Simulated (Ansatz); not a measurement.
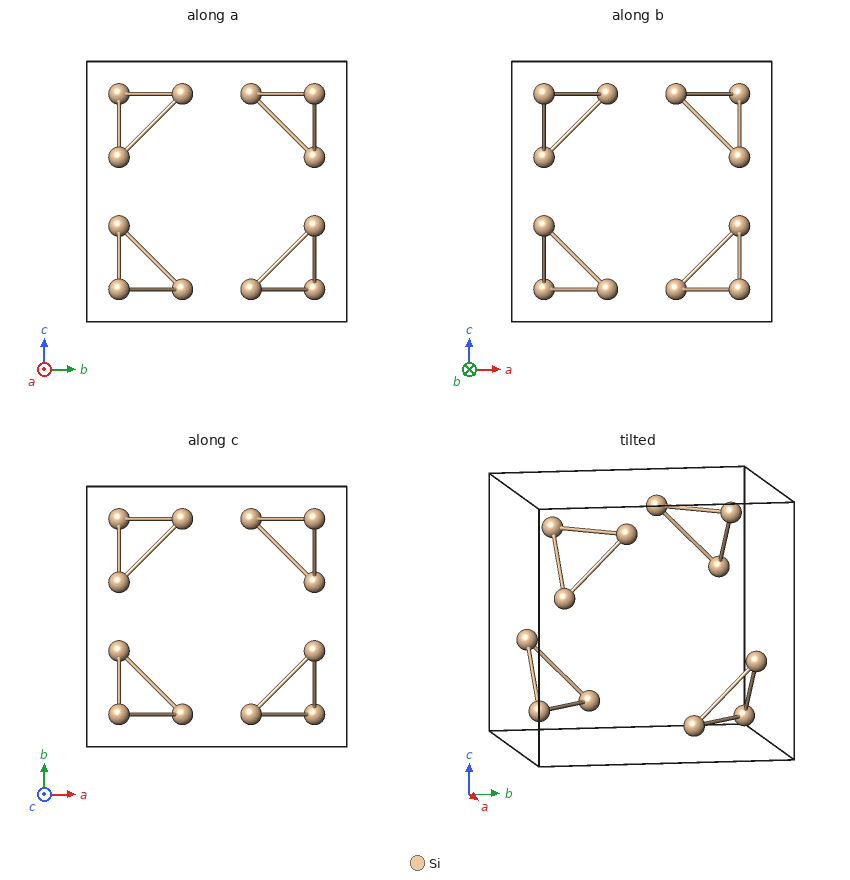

This ball-and-stick model is shown along the a axis, along the b axis, along the c axis and slightly off an axis. The parallelepiped is the conventional unit cell.

Lattice parameters: a = 6.919 Å, b = 6.919 Å, c = 6.919 Å, α = 90.00°, β = 90.00°, γ = 90.00°.

Reconstruct the structure as a table of Wyckoff sites, with free fractional coordinates to two decimals.

Answer. Space group P-43m (No. 215).
```csv
atom,site,x,y,z
Si,12i,0.88,0.37,0.88
```

Origin of the cell: a structure type filled with this element by a generator (whether the element takes this form wasn't checked). It is drawn as it came out of a relaxation with DFT PBE, scalar-relativistic, plane waves, PAW in Ansatz 0.2.0.
